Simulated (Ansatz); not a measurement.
Here is a crystal structure:

```cif
data_structure
_symmetry_space_group_name_H-M 'C m m m'
_symmetry_Int_Tables_number 65
_cell_length_a 3.8440
_cell_length_b 4.4674
_cell_length_c 2.9385
_cell_angle_alpha 90.000
_cell_angle_beta 90.000
_cell_angle_gamma 90.000
_cell_volume 50.46
loop_
_atom_site_label
_atom_site_type_symbol
_atom_site_symmetry_multiplicity
_atom_site_Wyckoff_symbol
_atom_site_fract_x
_atom_site_fract_y
_atom_site_fract_z
_atom_site_occupancy
Ti1 Ti 2 a 0.00000 0.00000 0.00000 1
Co1 Co 2 c 0.50000 0.00000 0.50000 1
```

What crystal do these data define?

Formula: TiCo. It takes space group Cmmm (No. 65) on a base-centred orthorhombic lattice. One cell contains 2 Ti, 2 Co, 4 atoms in all. Taking every contact within bonding distance, one finds Ti 8 and Co 8. Not all metal-metal contacts are counted.

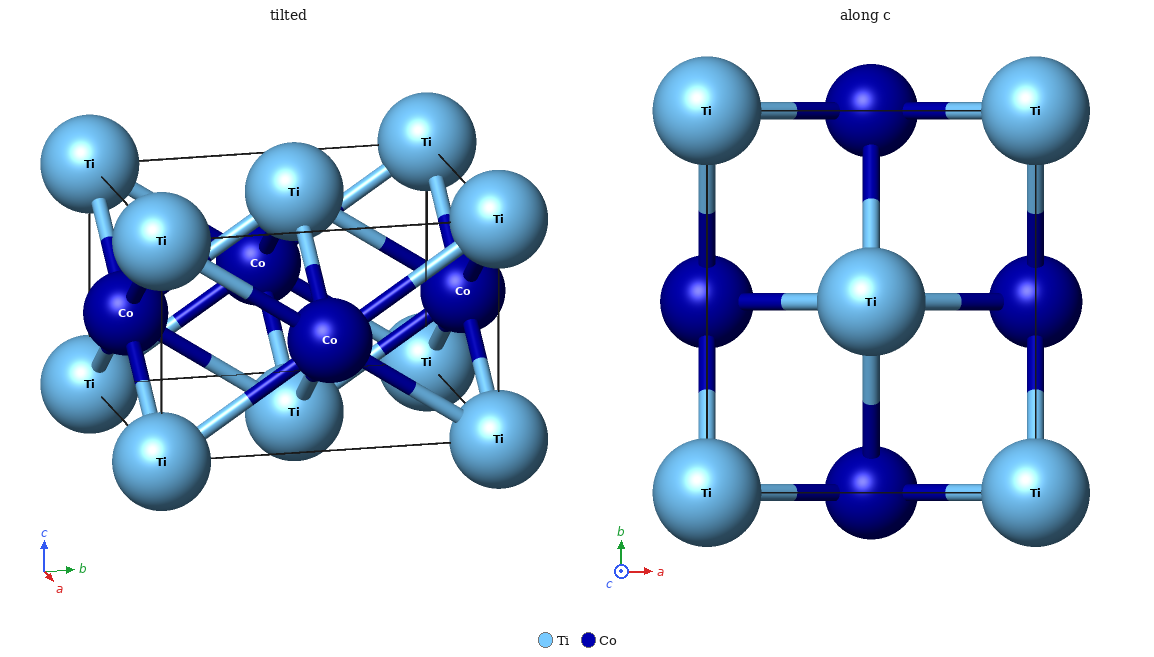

The crystal in a ball-and-stick representation, seen slightly off an axis and along the c axis. The conventional unit cell is drawn as a box.

Provenance: a structure listed in the Materials Project. The cell was then strained or its atoms displaced on purpose. It was run through Ansatz as a DFT input.
